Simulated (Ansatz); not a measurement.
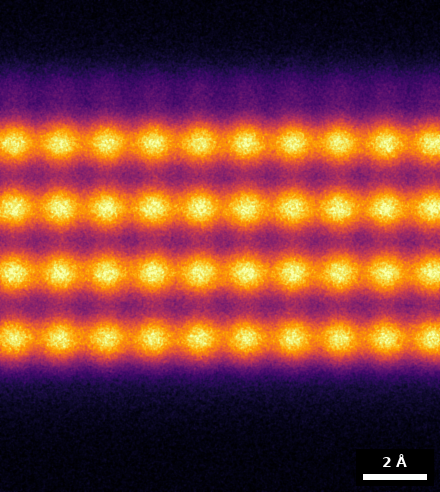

Cross-section of a (110) slab of V (Im-3m) with overall composition V4N, seen along a direction in its plane, the normal pointing up. Simulated incoherent Z contrast: every atom adds Z^1.7 spread by a probe of 1.20 Å full width; channelling and multiple scattering are left out. The probe carries 25 % of its weight in a tail 2.5 times as wide. The display is stretched by a gamma of 0.8; percentages refer to the linear signal. Shot noise was added. Structure: the end point of a relaxation in a fixed cell under constraints with Ansatz, DFT PBEsol, scalar-relativistic, plane waves, PAW.

Q: How many atomic planes does the slab have, and what do they hold from top to bottom?

A: 5 planes (atoms within 0.35 Å in height count as one plane):

```
plane  content  depth below the top plane (Å)
    1        N                            0.0
    2        V                            1.7
    3        V                            3.7
    4        V                            5.8
    5        V                            7.9
```

Q: How thick is it, and how does it end on either side?

A: The outermost planes are 7.9 Å apart. The upper face ends in N and the lower in V, so the sequence of planes is different from the two sides.
